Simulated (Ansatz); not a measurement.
Input

```
crystal:
  lattice:
    - [2.4656963732, -7.7612e-06, 0.0]
    - [1.2328554421, 2.1353515083, 0.0]
    - [0.0, 0.0, 32.6000552997]
  atoms:
    - { symbol: C, position: [0.1656234911, 0.1656234911, 0.4493865889] }
    - { symbol: C, position: [0.4989568501, 0.4989568501, 0.4493861648] }
    - { symbol: C, position: [0.4989568245, 0.4989568245, 0.5506138352] }
    - { symbol: C, position: [0.8322901834, 0.8322901834, 0.5506134111] }
  periodic: [true, true, false]
basis:
  ecutwfc: 420
kpoints:
  mp_grid: { grid: [21, 21, 1] }
  band_path:
    path:
      - [0, 0, 0]
      - [0.5, 0, 0]
      - [0.6666666666667, 0.3333333333333, 0]
      - [0, 0, 0]
    npoints: 8
hamiltonian:
  xc: pbe
  dispersion: d3bj
scf:
  occupations: { method: gaussian, width: 0.1 }
output:
  forces: true
  stress: true
  eigenvalues: true
  write_density: true
  write_potential: true
  elf: true
  volumetric_format: npy
relax:
  adjacent_minimum: "off"
  f_tol: 0.01
  max_steps: 50
  constraints: [{ sites: [0, 2], fix: xy }]
```

Command:

```sh
ansatz run input.yaml --threads 1 --pin off --max-ram 3072MiB --backend cpu --events-out ev --progress --plain --runs-dir out
```

The fields are those of the relaxed geometry.

Level of theory: DFT PBE+D3(BJ), scalar-relativistic, plane waves, PAW in Ansatz 0.2.0.

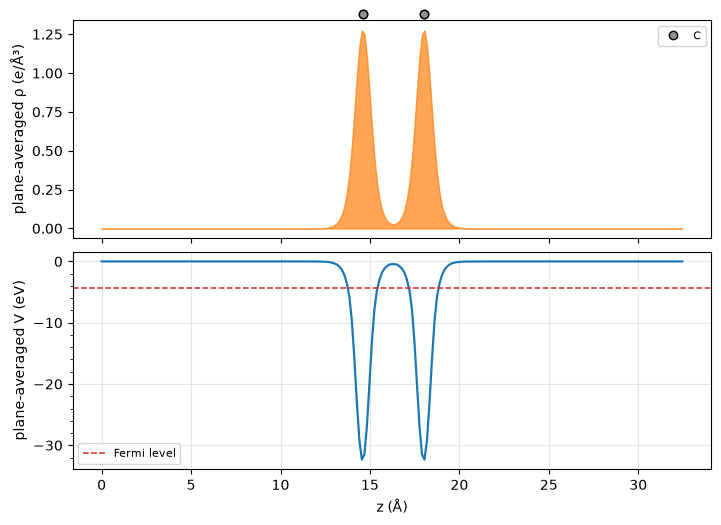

C (slab). Plane average of the electrostatic potential energy of an electron and of the valence charge density (pseudo) across the slab. Circles mark the heights of the atoms.

The density is the valence pseudo-density of a PAW calculation; it isn't the true density close to the nuclei.

How far above the Fermi level of the calculation is the vacuum level?

4.3 eV.

How thick is the slab, and how wide the vacuum?

The outermost nuclei are 3.4 Å apart, in 2 atomic planes; the vacuum between periodic images is 29.2 Å wide.
